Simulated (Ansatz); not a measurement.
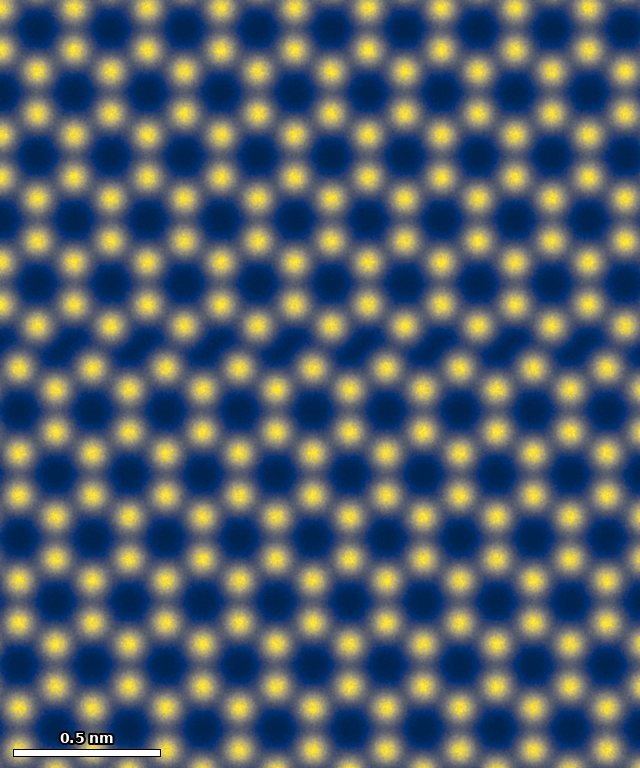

Dark-field STEM-like image of Ni (P6_3/mmc, No. 194) along [001]. Simulation: incoherent imaging, intensity Z^1.6 per atom, probe width 0.91 Å, thin sample. Shot noise was added.

One planar defect was built into the perfect crystal by geometry alone, without relaxation. Host structure: the geometry relaxed with DFT, BLYP, plane waves (420 eV) with PAW, scalar-relativistic (Ansatz); the starting structure was generated, so it need not be a known form of this composition.

Q: Where does the periodic pattern break, and how?

A planar fault (a stacking fault) runs horizontally about 12 Å below the top edge. The part above it is shifted along the boundary by 1/4 of the 2.53 Å repeat of the rows (0.6 Å to the right, the same as 1.9 Å to the left); both parts keep the same orientation.
